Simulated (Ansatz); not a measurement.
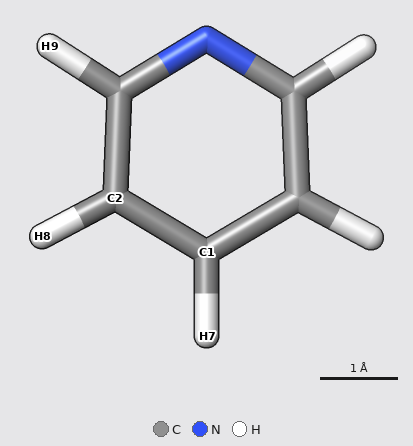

The structure as given in the input (stick view, seen on its broad side; atoms are numbered from 1 in the order of the input).

# Run report: C₅H₅N, single-point calculation

C₅H₅N, set up with RKS r2SCAN/LANL2DZ (Ansatz 0.2.0).

The geometry comes from this level: PBE0-D4/def2-TZVP.

Input:
```yaml
crystal:
  periodic: [false, false, false]
  atoms:
    - {symbol: C, position_ang: [-0.662151, -0.770735, -0.612491]}
    - {symbol: C, position_ang: [-0.415620, -0.970081, 0.735757]}
    - {symbol: C, position_ang: [0.371468, -0.045531, 1.406837]}
    - {symbol: N, position_ang: [0.904800, 1.024802, 0.828452]}
    - {symbol: C, position_ang: [0.660635, 1.204214, -0.464909]}
    - {symbol: C, position_ang: [-0.112183, 0.341291, -1.228299]}
    - {symbol: H, position_ang: [-1.272178, -1.469780, -1.173482]}
    - {symbol: H, position_ang: [-0.823352, -1.824612, 1.262319]}
    - {symbol: H, position_ang: [0.583604, -0.173301, 2.465025]}
    - {symbol: H, position_ang: [1.106277, 2.085679, -0.918235]}
    - {symbol: H, position_ang: [-0.275999, 0.540854, -2.280476]}
basis:
  gaussian: {orbitals: LANL2DZ}
hamiltonian: {xc: {name: r2SCAN}}
accuracy: high
output: {forces: true}
```

Machine: 4 threads of Arm Neoverse N1, 23 GiB of memory available, shared host.

Launched with:
```bash
ansatz run in.yaml --threads 4 --pin off --events-out ev --progress --plain --max-ram 10444MiB
```

What the program printed:
```
Error: [file] can't be read: No such file or directory (os error 2)
```

What the run reported:

- outcome: refused by the program

This input holds a deliberate fault: basis. The program refused the input: “[file] can't be read: No such file or directory (os error 2)”
